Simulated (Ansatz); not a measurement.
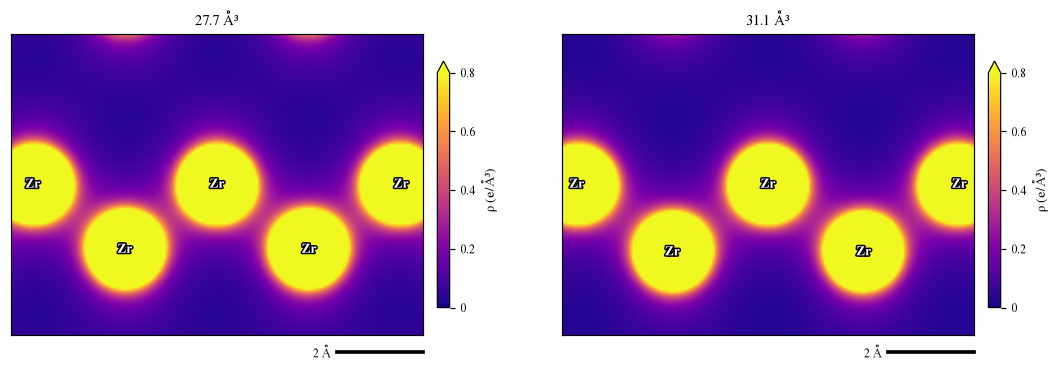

Zr. The valence pseudo-density of cells scaled evenly to different volumes (given per atom above each panel), on the (101̄) plane of each (indices in the axes of the cell below), at one length scale and on one colour scale.

A generated structure, not necessarily the stable one.

All numbers below come from DFT, LDA (PW92), plane waves (420 eV) with PAW, scalar-relativistic (Ansatz).

In a PAW calculation such maps are meaningful between the atoms, not at the nuclei.

The largest cell:

```xyz
2
Lattice="0.0000 3.1436 3.1436 3.1436 0.0000 3.1436 3.1436 3.1436 0.0000" Properties=species:S:1:pos:R:3 pbc="T T T"
Zr    0.7859    0.7859    0.7859
Zr    5.5013    5.5013    5.5013
```

| volume (Å³/atom) | Zr–Zr contact in the plane (Å) | ρ at its midpoint (e/Å³) | pressure (GPa) | 
| --- | --- | --- | --- |
| 27.74 | 2.622 | 0.361 | 0.0 | 
| 29.96 | 2.690 | ? | ? | 
| 31.07 | 2.722 | 0.313 | −3.9 | 

Estimate the missing row, and compare with the calculation.

Over the known rows ln ρ falls by 1.43 per Å of Zr–Zr distance (the line through the two), which gives 0.328 e/Å³ at 2.690 Å; the calculation gives 0.327 e/Å³. For the pressure, a straight line in volume between the neighbouring rows gives −2.6 GPa; the calculation gives −2.8.
